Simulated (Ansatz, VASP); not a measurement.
# Sb (Sb monolayer (from R-3m)) in two plane-wave programs

Aim: how closely do two programs agree when they are given the same cell, functional and k mesh? The cell is taken from a series of runs on this material, whose earlier steps may have relaxed or scaled it; both programs get it as it stands.

Method: plane waves, with VASP 6.6.1 beside it; single point at PBE with D3(BJ), in Ansatz 0.2.0.

## (1) Starting point

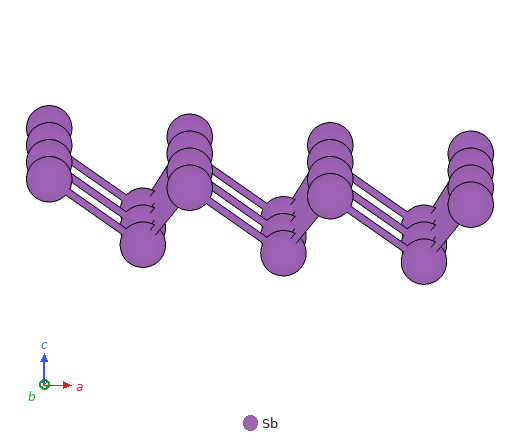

The starting structure, seen nearly edge on (antimony purple). 3×3×1 cells are drawn. Bonds to atoms that aren't drawn are left out. Some periodic images of atoms are drawn too.

The cell holds 2 atoms: 2 Sb. Its edges and angles: a = 4.068 Å, b = 4.068 Å, c = 30.000 Å, α = 90.0°, β = 90.0°, γ = 120.0°. Vacuum lies along c.

## (2) Ansatz: single point, PBE with D3(BJ)

Ansatz runs on its default PAW (the set named soft_2) files.

A single point gives forces, pressure and levels at one fixed geometry, so differences don't come from the geometry; what else differs is listed under the comparison.

The input, input.yaml:

```yaml
crystal:
  lattice:
    - [4.0675244992, 0.0, 0.0]
    - [-2.0337622496, 3.5225795468, 0.0]
    - [0.0, 0.0, 30.0]
  atoms:
    - { symbol: Sb, position: [1.0, 1.0, 0.5275002235] }
    - { symbol: Sb, position: [0.6666666667, 0.3333333333, 0.4724997765] }
  periodic: [true, true, false]
basis:
  ecutwfc: 420
  xc_grid: 2
hamiltonian:
  xc: pbe
  dispersion: d3bj
kpoints:
  mp_grid: { grid: [6, 6, 1] }
  band_path: { path: [VBM, CBM], npoints: 1 }
scf:
  occupations: { method: fixed }
  max_iter: 100
output:
  forces: true
  eigenvalues: true
  write_potential: true
  volumetric_format: npy
```

Started as:

```bash
$ ansatz run input.yaml --threads 4 --pin off --max-ram 10362MiB --backend cpu --events-out ev --progress --plain --runs-dir out
```

Numbers of over 12 decimals in the logs are rounded to 6 here.

The program printed:

```text
Engine: ansatz 0.2.0, aarch64-unknown-linux-gnu
Pseudopotentials: kind: paw
Pseudopotential: Sb, paw, valence charge 15, recommended cutoff 420 eV (normal), Sb.paw.azcp
Functional definition: PBE
  parameter kappa = 0.804
  parameter beta = 0.066725
  exchange = pbe_x(kappa = kappa, mu = beta*pi^2/3)
  correlation = pbe_c(beta = beta)
Crystal: 2 atoms, lattice volume = 429.845 Å³
Basis set: ecut = 420 eV, 8369 PW (Γ), exchange–correlation on 60×60×432 points (8 copies of the dense FFT grid, shifted against one another)
Bands: 19, of which v1, the nominal top of the filled ones, is band 15 counted from 1 (14 counted from 0)
Symmetry: 12 space group operations
Space group: P-3m1 (ITA 164), of the structure as read, at distance tolerance 7.5e-5 Å
k-points: 7 of 36
Non-local potential: Sb, projectors of the file, l = 0: 2, l = 1: 2, l = 2: 2, l = 3: 2
PAW form: soft (Blöchl's): semilocal exchange-correlation on the pseudo side does not see the compensation charge
PAW one-centre angular grid: Sb, 590 points (default); XC on 64 Gauss nodes
Initial density: superposition of atomic densities (neutral atoms: chi_scale 0, normalization atom), corrected by the library's trained network
Initial wavefunctions: pseudopotential atomic-orbital guess
Functional: x = pbe(κ = 0.804, μ = 0.219515), c = pbe(β = 0.066725)
SCF iter   1: F=—  HF=-12969.269433 eV  |F-HF|=—  |Δ(HF+E_count)|=         —  Δρ=6.50e-4  dr2=3.76e-3  ethr=1.77e-3  ⟨swp⟩=7.0  Hψ=679  notcnv=0  defer=10
preconditioner: auto → none  [insulator: Δε(μ)=1.200 eV  Ē_g=7.963 eV  n_scr=16 (ndim 8)  ℏωp=5.7 eV  f_vac=0.795  ε∞_Penn≈1.5]
SCF iter   2: F=—  HF=-12969.268341 eV  |F-HF|=—  |Δ(HF+E_count)|=   1.09e-3  Δρ=3.33e-4  dr2=5.38e-4  ethr=1.25e-5  ⟨swp⟩=4.3  Hψ=392  notcnv=0  defer=13
SCF iter   3: F=—  HF=-12969.268960 eV  |F-HF|=—  |Δ(HF+E_count)|=   6.19e-4  Δρ=1.19e-4  dr2=6.66e-5  ethr=1.79e-6  ⟨swp⟩=3.1  Hψ=291  notcnv=0  defer=12
SCF iter   4: F=—  HF=-12969.269165 eV  |F-HF|=—  |Δ(HF+E_count)|=   2.05e-4  Δρ=2.34e-5  dr2=2.81e-6  ethr=2.22e-7  ⟨swp⟩=3.4  Hψ=281  notcnv=0  defer=13
SCF iter   5: F=—  HF=-12969.269172 eV  |F-HF|=—  |Δ(HF+E_count)|=   6.97e-6  Δρ=1.04e-5  dr2=7.09e-7  ethr=9.38e-9  ⟨swp⟩=3.0  Hψ=266  notcnv=0  defer=13
SCF iter   6: F=-12969.269171 eV  HF=-12969.269171 eV  |F-HF|=2.80e-8  |Δ(HF+E_count)|=   1.58e-7  Δρ=1.74e-6  dr2=1.25e-8  ethr=3.33e-10  ⟨swp⟩=26.6  Hψ=1867  notcnv=0
SCF 1 converged in 6 iterations: F = -12969.269171 eV  dr2 = 1.25e-8
  greatest PAW one-centre occupation: 0.996 electrons in one spin orbital (limit 2), on the Sb atom at site 1 (counted from 0), in its partial waves of l = 2
NSCF: frozen V_eff on 7 k-points
NSCF: frozen V_eff on 6 k-points
[...]
SCF converged after 6 iterations
Free energy (F): -12969.269171 eV
Harris-Foulkes:  -12969.269171 eV  (|F-HF|=2.80e-8)
Internal energy: -12969.269171 eV  (E = F + TS)
E sigma→0 (E₀):  -12969.269171 eV
Fermi energy:    -4.682811 eV
--- Per-component energies (eV) ---
  E_band       = -757.025945
  E_kinetic    = 413.063614
  E_local      = -39641.135915  (includes V_loc(G=0)·N_el)
  E_nonlocal   = 724.364474
  E_hartree    = 19463.296304
  E_xc         = -275.953588
  E_vxc        = -191.095164  (∫ρ·V_xc dr)
  E_paw        = -9150.638688  (= ΣΔE_a)
  E_vpaw       = -988.810573  (= ΣTr[D̂ρ^β])
  E_aug_tail   = -0.000003  (compensation charges beyond the density's cutoff)
  E_ewald      = 15498.207916
  E_disp       = -0.473285  (pairwise vdW)
  E_smearing   = -0.000000  (= −TS)
  E_closure    = 0.000000  (closes the sum)
  Σ components = -12969.269171   (vs F -12969.269171, Δ=0.00e0)
--- Forces (eV/Å), atoms counted from 1 ---
  atom   1  Sb    -0.00000000     0.00000000    -0.01650721
  atom   2  Sb     0.00000000    -0.00000000     0.01650721
  max |Σ_I F_I| component: 4.63e-18 eV/Å
--- Band table (eV; the first three rows and the last of 7) ---
  k-point 0: bands = [... 11 lower, -11.1667, -5.4978, -4.6828, -4.6828, -3.0199, -1.8977, -1.8977, -0.5394]
  k-point 1: bands = [... 11 lower, -11.1597, -6.5531, -5.3840, -5.2561, -2.9400, -1.4132 (-1.4132°), -1.3672, -0.1742]
  k-point 2: bands = [... 11 lower, -11.6695, -7.8747, -6.0111, -5.6665, -3.5060, -1.6914, -1.1512, 0.5608]
  k-point 6: bands = [... 11 lower, -13.2670, -8.3652, -6.6375, -6.6375, -3.3600, -1.1904, -1.1904, 1.8429]
  ° read free of the cell's end (the report's vacuum.weakly_bound_levels)
```

## (3) VASP: single point, PBE with D3(BJ)

The same cell, functional and mesh now go to VASP, with its own data sets and cutoff.

Lines of VASP's logs that name or quote its potential files are left out, and so is its time.

The input, INCAR:

```
SYSTEM = Sb
PREC = Accurate
ENCUT = 400
EDIFF = 1E-06
NELM = 100
ISMEAR = 0
SIGMA = 0.01
LREAL = .FALSE.
ALGO = Normal
GGA = PE
IVDW = 12
NBANDS = 11
LORBIT = 11
LWAVE = .FALSE.
LCHARG = .FALSE.
KPAR = 4
ISIF = 0
LDIPOL = .TRUE.
IDIPOL = 3
DIPOL = 0.5 0.5 0.5
LVHAR = .TRUE.
```

The input, POSCAR:

```
Sb
1.0
    4.0675244992      0.0000000000      0.0000000000
   -2.0337622496      3.5225795468      0.0000000000
    0.0000000000      0.0000000000     30.0000000000
Sb
2
Direct
    0.0000000000      0.0000000000      0.5275002235
    0.6666666667      0.3333333333      0.4724997765
```

The input, KPOINTS:

```
Automatic mesh
0
Gamma
6 6 1
0 0 0
```

Potentials, in the order of the species: Sb (PBE family, release 64).

Started as:

```bash
$ mpirun -np 4 vasp_std
```

The program printed:

```text
[banner, memory and clock lines left out]
running    4 mpi-ranks, on    1 nodes
 distrk:  each k-point on    1 cores,    4 groups
 distr:  one band on    1 cores,    1 groups

 POSCAR found type information on POSCAR Sb
 POSCAR found :  1 types and       2 ions
 LDA part: xc-table for (Slater+PW92), standard interpolation
 POSCAR, INCAR and KPOINTS ok, starting setup
 FFT: planning ... GRIDC
 FFT: planning ... GRID_SOFT
 FFT: planning ... GRID
 WAVECAR not read
 entering main loop
       N       E                     dE             d eps       ncg     rms          rms(c)
DAV:   1     0.561001062966E+02    0.56100E+02   -0.20553E+03   154   0.434E+02
DAV:   2    -0.335338508019E+01   -0.59453E+02   -0.53410E+02   245   0.777E+01
DAV:   3    -0.805046899779E+01   -0.46971E+01   -0.46890E+01   232   0.315E+01
DAV:   4    -0.812622479661E+01   -0.75756E-01   -0.75712E-01   195   0.475E+00
DAV:   5    -0.812760527858E+01   -0.13805E-02   -0.13805E-02   213   0.791E-01    0.305E+00
DAV:   6    -0.809705321187E+01    0.30552E-01   -0.15587E-02   186   0.641E-01    0.187E+00
DAV:   7    -0.807701403153E+01    0.20039E-01   -0.39752E-02   184   0.100E+00    0.107E-01
DAV:   8    -0.807686961422E+01    0.14442E-03   -0.20838E-03   197   0.247E-01    0.322E-02
DAV:   9    -0.807673178206E+01    0.13783E-03   -0.17920E-04   216   0.718E-02    0.182E-02
DAV:  10    -0.807668891855E+01    0.42864E-04   -0.89722E-05   169   0.362E-02    0.101E-02
DAV:  11    -0.807672938166E+01   -0.40463E-04   -0.50384E-05   166   0.250E-02    0.755E-03
DAV:  12    -0.807688332117E+01   -0.15394E-03   -0.32795E-05   163   0.225E-02    0.298E-03
DAV:  13    -0.807694848467E+01   -0.65164E-04   -0.28335E-06   191   0.878E-03    0.148E-03
DAV:  14    -0.807699015827E+01   -0.41674E-04   -0.25931E-06   182   0.660E-03    0.815E-04
DAV:  15    -0.807701363498E+01   -0.23477E-04   -0.67823E-07   187   0.268E-03    0.445E-04
DAV:  16    -0.807702096877E+01   -0.73338E-05   -0.19949E-07   204   0.120E-03    0.254E-04
DAV:  17    -0.807702452870E+01   -0.35599E-05   -0.10694E-07   185   0.805E-04    0.151E-04
DAV:  18    -0.807702617518E+01   -0.16465E-05   -0.30201E-08   150   0.396E-04    0.796E-05
DAV:  19    -0.807702730568E+01   -0.11305E-05   -0.20038E-08   155   0.294E-04    0.576E-05
DAV:  20    -0.807702755600E+01   -0.25033E-06   -0.14373E-09   143   0.106E-04
   1 F= -.85504312E+01 E0= -.85504312E+01  d E =-.304712E-21
```

OUTCAR, selected parts (step 3):

```text
ion  position               nearest neighbor table
   1  0.000  0.000  0.528-   2 2.87   2 2.87   2 2.87
   2  0.667  0.333  0.472-   1 2.87   1 2.87   1 2.87

  LATTYP: Found a hexagonal cell.
 ALAT       =     4.0675244992
 C/A-ratio  =     7.3754933759

 Subroutine GETGRP returns: Found 12 space group operations
 (whereof  6 operations were pure point group operations)

The static configuration has the point symmetry C_3v.
 The point group associated with its full space group is D_3d.

 Found      7 irreducible k-points:

   k-points           NKPTS =      7   k-points in BZ     NKDIM =      7   number of bands    NBANDS=     11

   dimension x,y,z NGX =    28 NGY =   28 NGZ =  196
   dimension x,y,z NGXF=    56 NGYF=   56 NGZF=  392

   ENCUT  =  400.0 eV  29.40 Ry    5.42 a.u.   6.63  6.63 48.92*2*pi/ulx,y,z

   NELECT =      10.0000    total number of electrons

 k-points in reciprocal lattice and weights: Automatic mesh
   0.00000000  0.00000000  0.00000000       0.028
   0.16666667 -0.00000000  0.00000000       0.167
   0.33333333  0.00000000  0.00000000       0.167
   0.50000000  0.00000000  0.00000000       0.083
   0.16666667  0.16666667  0.00000000       0.167
   0.33333333  0.16666667  0.00000000       0.333
   0.33333333  0.33333333  0.00000000       0.056

 dipolmoment           0.000000      0.000000      0.000000 electrons x Angstroem

 average (electrostatic) potential at core
       1 -95.4664       2 -95.4664

 E-fermi :  -3.0562

 k-point     1 :       0.0000    0.0000    0.0000
  band No.  band energies     occupation
      1     -14.6227      2.00000
      2      -9.5499      2.00000
      3      -3.8921      2.00000
      4      -3.1206      2.00000
      5      -3.1206      2.00000
      6      -1.4874      0.00000
      7      -0.3233      0.00000
      8      -0.3233      0.00000
      9       1.0511      0.00000
     10       1.3264      0.00000
    ...

 k-point     2 :       0.1667   -0.0000    0.0000
  band No.  band energies     occupation
      1     -14.3195      2.00000
      2      -9.5479      2.00000
      3      -5.0002      2.00000
      4      -3.7751      2.00000
      5      -3.6953      2.00000
      6      -1.3723      0.00000
      7       0.1691      0.00000
      8       0.1997      0.00000
      9       1.4127      0.00000
     10       1.6672      0.00000
    ...

 k-point     3 :       0.3333    0.0000    0.0000
  band No.  band energies     occupation
      1     -13.4640      2.00000
      2     -10.0854      2.00000
      3      -6.2988      2.00000
      4      -4.4519      2.00000
      5      -4.0558      2.00000
      6      -1.9385      0.00000
      7      -0.1225      0.00000
      8       0.4402      0.00000
      9       2.1474      0.00000
     10       2.2753      0.00000
    ...

 Edisp (eV)   -0.47340

  energy-cutoff  :      400.00
  volume of cell :      429.85
      direct lattice vectors                 reciprocal lattice vectors
     4.067524499  0.000000000  0.000000000     0.245849779  0.141941436  0.000000000
    -2.033762250  3.522579547  0.000000000     0.000000000  0.283882872  0.000000000
     0.000000000  0.000000000 30.000000000     0.000000000  0.000000000  0.033333333

 POSITION                                       TOTAL-FORCE (eV/Angst)
 -----------------------------------------------------------------------------------
      0.00000      0.00000     15.82501         0.000000     -0.000000      0.072434
      2.03376      1.17419     14.17499        -0.000000      0.000000     -0.072434
 -----------------------------------------------------------------------------------
    total drift:                               -0.000000      0.000000      0.000005

  FREE ENERGIE OF THE ION-ELECTRON SYSTEM (eV)
  ---------------------------------------------------
  free  energy   TOTEN  =        -8.5504312201 eV

  energy  without entropy=       -8.5504312201  energy(sigma->0) =       -8.55043122

 vacuum level on the upper side and lower side of the slab         1.601         1.601

 total charge
# of ion       s       p       d       tot
------------------------------------------
    1        1.210   1.173   0.028   2.410
    2        1.210   1.173   0.028   2.410
--------------------------------------------------
tot          2.419   2.346   0.055   4.821

[... 3 further parts left out ...]
```

## (4) Side by side

Known differences besides the PAW data sets themselves: fixed occupations in Ansatz, narrow Gaussian smearing in VASP; Ansatz cuts the interaction across the vacuum, VASP repeats the sheet with a dipole correction; the data sets hold 30 valence electrons in Ansatz (default PAW (the set named soft_2) files) and 10 in VASP; the cutoff is 420 eV in Ansatz and 400 eV in VASP; VASP leaves aspherical gradient terms in its spheres out (LASPH is not set), Ansatz keeps them. Total energies have different zeros and are not compared.

The two programs side by side:

```
              quantity  Ansatz   VASP  difference
gap on the k mesh (eV)   1.177  1.182      -0.005
```

Forces (eV/Å; atoms numbered as in POSCAR):

```
atom        Ansatz x, y, z          VASP x, y, z
 Sb1  0.000, 0.000, -0.017   0.000, 0.000, 0.072
 Sb2   0.000, 0.000, 0.017  0.000, 0.000, -0.072
```

The forces differ by 51 meV/Å r.m.s., which is 122.8 % of the r.m.s. force of 0.04 eV/Å (both taken over all components).

## (5) What moves the difference

The difference is large enough to ask for its cause, so further runs change the set-up of one program at a time, as the table lists.

```
                                                   run  r.m.s. force difference (meV/Å)
                                              as above                               51
VASP with the data sets Sb_d_GW and a cutoff of 520 eV                             0.14
```

## (6) Results

```yaml
r_m_s_force_difference_single_point_pbe_with_d3_bj: 51 meV/Å
```

**Reading.** The r.m.s. force difference is 51 meV/Å (single point, PBE with D3(BJ)), beyond the 12 meV/Å picked in this series as the mark of a large difference. For single point, PBE with D3(BJ): with VASP with the data sets Sb_d_GW and a cutoff of 520 eV the r.m.s. force difference shrinks in size, from 51 to 0.14 meV/Å. Differences of this kind measure data sets and numerical settings, not the functional's error against experiment.

[Lines on the potential files, build, host, timing and source positions are cut from VASP's logs without a mark.]

[Logs are printed without paths, hosts, clocks, repeated set-up lines and the standing remarks that a program may print on its own settings, such as how far it seeks lower states.]

[Hosts, paths, dates, database ids (printed as entryN), source tags and the programs' standing remarks are cut or masked in the printed files.]
